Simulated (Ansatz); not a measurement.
Geometry relaxation, with input and output: TiAl

The run: geometry relaxation of TiAl (Pm-3m, 2 atoms in the cell). Method and program: DFT PBEsol, scalar-relativistic, plane waves, PAW, no spin polarisation (Ansatz 0.2.0).

The structure was made by swapping elements on the sites of another compound; it need not be a known phase. It belongs to a series of runs on one base structure; here: Ru -> Ti on all its sites, cell and atoms relaxed. Figures and captions count atoms from 1; the log counts them from 0 in places.

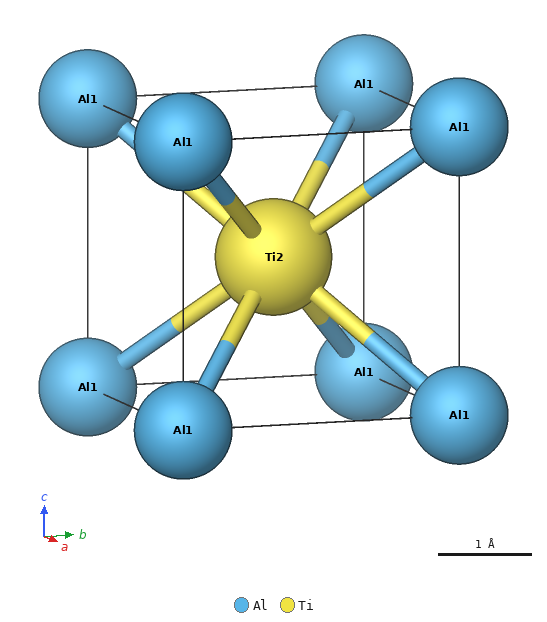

Figure 1. The starting structure (ball-and-stick view of the cell of the calculation, seen slightly off an axis; atoms are numbered from 1 in the order of the input). An atom can appear more than once, as a periodic image. Near neighbours in the periodic cell (some may lie outside the picture): Al has 8 Ti at 2.73 Å; Ti has 8 Al at 2.73 Å.

Input file
```yaml
crystal:
  lattice:
    - [3.1552927248, 0.0, 0.0]
    - [0.0, 3.1552927248, 0.0]
    - [0.0, 0.0, 3.1552927248]
  atoms:
    - { symbol: Al, position: [0.0, 0.0, 0.0] }
    - { symbol: Ti, position: [0.5, 0.5, 0.5] }
basis:
  ecutwfc: 420
kpoints:
  mp_grid: { grid: [14, 14, 14] }
hamiltonian:
  xc: pbesol
scf:
  occupations: { method: gaussian, width: 0.1 }
output:
  forces: true
  stress: true
  eigenvalues: true
relax:
  adjacent_minimum: "off"
  f_tol: 0.01
  max_steps: 60
  cell: { stress_tol: 0.1 }
```

Run on 2 threads of AMD EPYC (Zen 3), 32 GiB of memory available, shared host.

Launch command:
```bash
ansatz run input.yaml --threads 2 --pin off --max-ram 5120MiB --backend cpu --events-out ev --progress --plain --runs-dir out
```

The program's output
```
Engine: ansatz 0.2.0, x86_64-unknown-linux-gnu
Pseudopotentials: kind: paw
Pseudopotential: Al, paw, valence charge 3, recommended cutoff 420 eV (normal), Al.paw.azcp
Pseudopotential: Ti, paw, valence charge 12, recommended cutoff 420 eV (normal), Ti.paw.azcp
Functional definition: PBEsol
  exchange = pbesol_x
  correlation = pbesol_c
Crystal: 2 atoms, lattice volume = 31.414 Å³
Basis set: ecut = 420 eV, 619 PW (Γ), exchange–correlation on 48×48×48 points (8 copies of the dense FFT grid, shifted against one another)
Bands: 12, of which v1, the nominal top of the filled ones, is band 8 counted from 1 (7 counted from 0)
Symmetry: 48 space group operations
Space group: Pm-3m (ITA 221), of the structure as read, at distance tolerance 3.2e-5 Å
k-points: 120 of 2744
Non-local potential: Al, projectors of the file, l = 0: 2, l = 1: 2, l = 2: 1
Non-local potential: Ti, projectors of the file, l = 0: 3, l = 1: 2, l = 2: 3, l = 3: 1
PAW form: soft (Blöchl's): semilocal exchange-correlation on the pseudo side does not see the compensation charge
PAW frozen core: Al, regenerated for the run's functional, and the local potential with it (the file was generated under x = pbe(κ = 0.804, μ = 0.2195149727645171), c = pbe(β = 0.06672455060314922))
PAW frozen core: Ti, regenerated for the run's functional, and the local potential with it (the file was generated under x = pbe(κ = 0.804, μ = 0.2195149727645171), c = pbe(β = 0.06672455060314922))
PAW one-centre angular grid: Al, 110 points (default); XC on 64 Gauss nodes
PAW one-centre angular grid: Ti, 590 points (default); XC on 64 Gauss nodes
Initial density: superposition of atomic densities (neutral atoms: chi_scale 0, normalization atom), corrected by the library's trained network
Initial wavefunctions: pseudopotential atomic-orbital guess
Functional: x = pbesol(κ = 0.804, μ = 0.12345679012345678), c = pbesol(β = 0.046)
SCF iter   1: F=—  HF=-2998.995654 eV  |F-HF|=—  |Δ(HF+E_count)|=         —  Δρ=5.29e-3  dr2=1.32e-2  ethr=1.77e-3  ⟨swp⟩=5.0  Hψ=7319  notcnv=0
preconditioner: auto → none  [metal: Δε(μ)=0.002 eV  Ē_g=5.408 eV  σ=0.100 eV  W_gap=0.01  n_scr=6 (ndim 8)  ℏωp=17.5 eV  f_vac=0.000  D(μ)=2.42/eV (n_scr^D=26)  sad-step TF]
SCF iter   2: F=—  HF=-2998.993806 eV  |F-HF|=—  |Δ(HF+E_count)|=   1.85e-3  Δρ=3.73e-3  dr2=7.84e-3  ethr=8.81e-5  ⟨swp⟩=1.0  Hψ=2400  notcnv=0
SCF iter   3: F=—  HF=-2998.991735 eV  |F-HF|=—  |Δ(HF+E_count)|=   2.07e-3  Δρ=5.76e-4  dr2=4.05e-5  ethr=5.22e-5  ⟨swp⟩=2.0  Hψ=1760  notcnv=0
SCF iter   4: F=—  HF=-2998.991738 eV  |F-HF|=—  |Δ(HF+E_count)|=   3.67e-6  Δρ=1.06e-4  dr2=2.10e-6  ethr=2.70e-7  ⟨swp⟩=3.0  Hψ=2366  notcnv=0
iter 5 did not close the SCF: its close was put off for the readings that it lacked (scf_convergence_deferred on its scf_iter line)
SCF iter   5: F=-2998.991738 eV  HF=-2998.991738 eV  |F-HF|=9.29e-10  |Δ(HF+E_count)|=   5.73e-7  Δρ=6.59e-6  dr2=8.24e-9  ethr=1.40e-8  ⟨swp⟩=3.0  Hψ=2351  notcnv=0
SCF iter   6: F=-2998.991738 eV  HF=-2998.991738 eV  |F-HF|=1.09e-11  |Δ(HF+E_count)|=   3.59e-9  Δρ=5.95e-7  dr2=5.51e-11  ethr=5.49e-11  ⟨swp⟩=2.2  Hψ=4163  notcnv=0
the search or the solves at the SCF's close seem to have found levels that the self-consistency loop had missed (the run counts 2). By its estimate they hold under 1e-12 electrons; where the run keeps them, the occupations were computed again with them
SCF 1 converged in 6 iterations: F = -2998.991738 eV  dr2 = 5.51e-11
  greatest PAW one-centre occupation: 0.999 electrons in one spin orbital (limit 2), on the Ti atom at site 1 (counted from 0), in its partial waves of l = 0
relax step   1: F+E_penalty+E_count = -2998.99173762 eV  Δ(F+E_penalty+E_count) = +0.000e0 eV  max|allowed force component| = 9.072e-30 eV/Å  Δτ_max = 0.0000 Å  P = +0.084 GPa  Ω = 31.414 Å³  (6 SCF iters, dr2 threshold 1.00e-7 eV, accepted)
Initial density: handed on by an earlier stage of this run
Initial wavefunctions: pseudopotential atomic-orbital guess (no wavefunctions were taken with the density)
iter 1 solved again at ethr=1.11e-9 eV; its pass at ethr=3.10e-3 eV (dr2=1.66e-7 eV) is discarded
SCF iter   1: F=—  HF=-2998.991726 eV  |F-HF|=—  |Δ(HF+E_count)|=         —  Δρ=1.48e-6  dr2=9.18e-10  ethr=1.11e-9  ⟨swp⟩=3.0  Hψ=11775  notcnv=0
preconditioner: auto → none  [metal: Δε(μ)=0.024 eV  Ē_g=5.443 eV  σ=0.100 eV  W_gap=0.14  n_scr=6 (ndim 8)  ℏωp=17.5 eV  f_vac=0.000  D(μ)=2.40/eV (n_scr^D=26)]
SCF iter   2: F=—  HF=-2998.991738 eV  |F-HF|=—  |Δ(HF+E_count)|=   1.13e-5  Δρ=9.30e-7  dr2=3.70e-10  ethr=6.12e-12  ⟨swp⟩=2.1  Hψ=2384  notcnv=0
SCF iter   3: F=—  HF=-2998.991738 eV  |F-HF|=—  |Δ(HF+E_count)|=  4.41e-11  Δρ=5.92e-7  dr2=1.37e-10  ethr=2.47e-12  ⟨swp⟩=1.0  Hψ=1445  notcnv=0
SCF iter   4: F=—  HF=-2998.991738 eV  |F-HF|=—  |Δ(HF+E_count)|=  7.28e-12  Δρ=5.27e-7  dr2=1.35e-10  ethr=1.00e-12  ⟨swp⟩=2.0  Hψ=1880  notcnv=0
iter 5 did not close the SCF: its close was put off for the readings that it lacked (scf_convergence_deferred on its scf_iter line)
SCF iter   5: F=-2998.991738 eV  HF=-2998.991738 eV  |F-HF|=3.09e-11  |Δ(HF+E_count)|=  2.05e-11  Δρ=2.93e-7  dr2=4.04e-11  ethr=1.00e-12  ⟨swp⟩=1.0  Hψ=1445  notcnv=0
SCF iter   6: F=-2998.991738 eV  HF=-2998.991738 eV  |F-HF|=4.55e-12  |Δ(HF+E_count)|=  6.37e-12  Δρ=1.11e-7  dr2=5.69e-12  ethr=1.00e-12  ⟨swp⟩=2.1  Hψ=3997  notcnv=0
SCF 2 converged in 6 iterations: F = -2998.991738 eV  dr2 = 5.69e-12
relax step   2: F+E_penalty+E_count = -2998.99173762 eV  Δ(F+E_penalty+E_count) = -1.546e-11 eV  max|allowed force component| = 2.584e-29 eV/Å  Δτ_max = 0.0000 Å  P = +0.084 GPa  Ω = 31.414 Å³  stress off target by 8.38e-2 GPa  SCF on the basis re-selected at this cell (its energy is not comparable with the rows above)  (6 SCF iters)
```

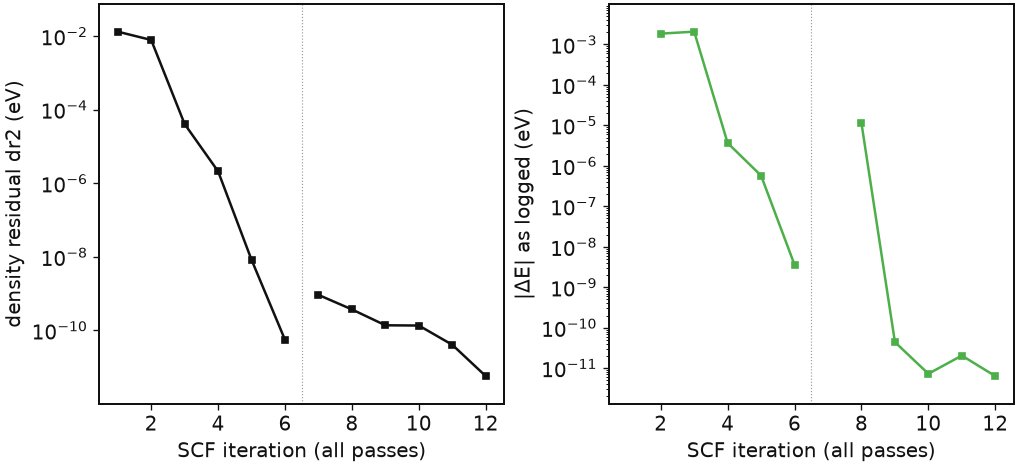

Figure 2. Convergence of the self-consistent field: density residual dr2 and size of the energy change against the SCF iteration. The dotted lines part the SCF passes of the relaxation: geometry steps, rejected trials and re-solves on a re-selected basis. The passes take 6 and 6 iterations.

```
basis re-selected at this cell: Δ(F+E_penalty+E_count) = -1.546e-11 eV, ΔP = -0.000 GPa vs the last step (what re-selecting the basis moved, of the pressure what is left beyond the Pulay correction that the steps carried, after the strain that the cell walked since its last selection, with what the two solves' SCF thresholds leave and, on support functions, any second-order correction that the steps lacked; it is no measure of the basis error at this ecutwfc). This SCF's stress stands 8.38e-2 GPa from its target on what of the cell is left free (relax.cell.stress_tol is 1.00e-1 GPa) and its largest allowed force component is 2.58e-29 eV/Å (relax.f_tol is 1.00e-2 eV/Å): within both
SCF converged after 6 iterations
Free energy (F): -2998.991738 eV
Harris-Foulkes:  -2998.991738 eV  (|F-HF|=4.55e-12)
Internal energy: -2998.979714 eV  (E = F + TS)
E sigma→0 (E₀):  -2998.985726 eV
Entropy (-TS):   -0.012023 eV (-6.012 meV/atom)
Fermi energy:    11.657923 eV
--- Per-component energies (eV) ---
  E_band       = -158.031941
  E_kinetic    = 297.303426
  E_local      = -1010.643602  (includes V_loc(G=0)·N_el)
  E_nonlocal   = 20.730553
  E_hartree    = 430.688241
  E_xc         = -136.953275
  E_vxc        = -151.762091  (∫ρ·V_xc dr)
  E_paw        = -1477.957889  (= ΣΔE_a)
  E_vpaw       = -175.036740  (= ΣTr[D̂ρ^β])
  E_aug_tail   = 0.000109  (compensation charges beyond the density's cutoff)
  E_ewald      = -1122.305800
  E_core_change = 0.158523  (= ΣΔE_core)
  E_smearing   = -0.012023  (= −TS)
  E_closure    = 0.000000  (closes the sum)
  Σ components = -2998.991738   (vs F -2998.991738, Δ=0.00e0)
--- Forces (eV/Å), atoms counted from 1 ---
  atom   1  Al    -0.00000000    -0.00000000    -0.00000000
  atom   2  Ti     0.00000000    -0.00000000     0.00000000
  max |Σ_I F_I| component: 5.14e-29 eV/Å
--- Stress (GPa, compression-positive) ---
        0.083785       0.000000       0.000000
        0.000000       0.083785      -0.000000
        0.000000       0.000000       0.083785
  P = ⅓ Tr σ = 0.0838 GPa (0.838 kbar)
--- Band table (eV; the first three rows and the last of 120) ---
  k-point 0: bands = ["-44.9371", "-21.2472", "-21.2472", "-21.2472", "2.2947", "10.1622", "10.1622", "13.4996", "13.4996", "13.4996", "16.1702", "16.1702"]
  k-point 1: bands = ["-44.9363", "-21.2567", "-21.2463", "-21.2463", "2.3779", "10.1226", "10.2000", "13.3520", "13.3520", "13.5099", "15.8231", "16.3773"]
  k-point 2: bands = ["-44.9340", "-21.2833", "-21.2440", "-21.2440", "2.6251", "9.9566", "10.3092", "13.0127", "13.0127", "13.5389", "15.1513", "16.8976"]
  k-point 119: bands = ["-44.8882", "-21.3860", "-21.3860", "-21.3860", "8.4870", "8.4870", "8.4870", "12.4292", "14.5681", "14.5681", "14.6166", "14.6166"]
--- Relaxed structure (1 steps of the walk, 1 accepted, 1 SCFs on fresh bases) ---
  F+E_penalty+E_count = -2998.99173762 eV   max|allowed force component| = 2.584e-29 eV/Å   (the final SCF, on the basis selected at the relaxed cell)
  cell:  # Å, volume = 31.4137 Å³
    - [3.1552927248, 0.0, 0.0]
    - [0.0, 3.1552927248, 0.0]
    - [0.0, 0.0, 3.1552927248]
  atoms:
    - { symbol: Al, position: [0.0, 0.0, 0.0] }
    - { symbol: Ti, position: [0.5, 0.5, 0.5] }
```

Trajectory as extended XYZ (Å, eV, eV/Å), 2 frames, from step=1 to step=2
```
2
Lattice="3.1553 0.0000 0.0000 0.0000 3.1553 0.0000 0.0000 0.0000 3.1553" Properties=species:S:1:pos:R:3:forces:R:3 step=1 energy=-2998.99174 pressure_GPa=0.08
Al    0.0000    0.0000    0.0000    0.0000   0.0000   0.0000
Ti    1.5776    1.5776    1.5776    0.0000   0.0000   0.0000
2
Lattice="3.1553 0.0000 0.0000 0.0000 3.1553 0.0000 0.0000 0.0000 3.1553" Properties=species:S:1:pos:R:3:forces:R:3 step=2 energy=-2998.99174 pressure_GPa=0.08
Al    0.0000    0.0000    0.0000    0.0000   0.0000   0.0000
Ti    1.5776    1.5776    1.5776    0.0000   0.0000   0.0000
```

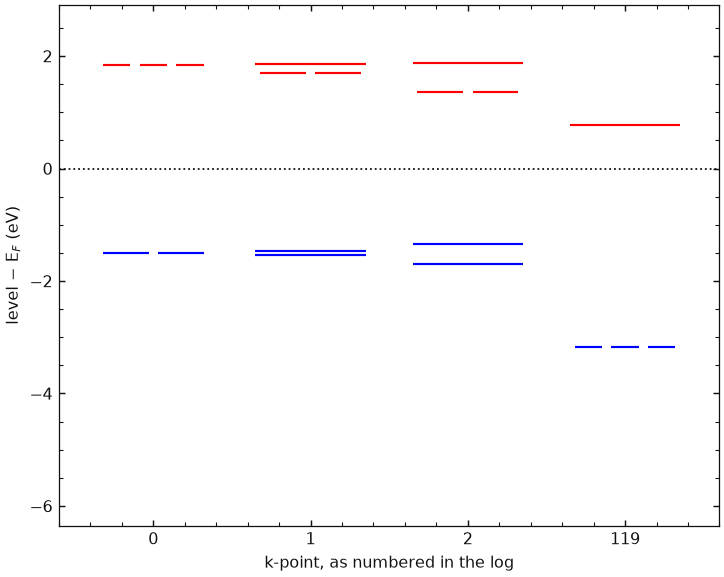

Figure 3. Kohn–Sham levels near the Fermi level (dotted) at the few k-points that the log prints; levels within 0.02 eV of each other stand side by side. The system is metallic on the full mesh.

Results in brief

| quantity | value |
| --- | --- |
| outcome | converged |
| space group (tolerance 0.01 Å) | Pm-3m (221) |
| electrons treated | 15 |
| free energy | −2998.9917 eV |
| Fermi energy | 11.658 eV |
| gap on the k-point mesh | none (metallic) |
| pressure | 0.08 GPa |
| final volume | 31.41 Å³ |
| largest force (length of the vector) at the end | under 0.001 eV/Å |
| final cell | a = 3.155 Å, b = 3.155 Å, c = 3.155 Å, α = 90.00°, β = 90.00°, γ = 90.00° |
| wall time | 4.2 s (CPU time 6.7 s) |
| peak memory | 0.41 GiB |
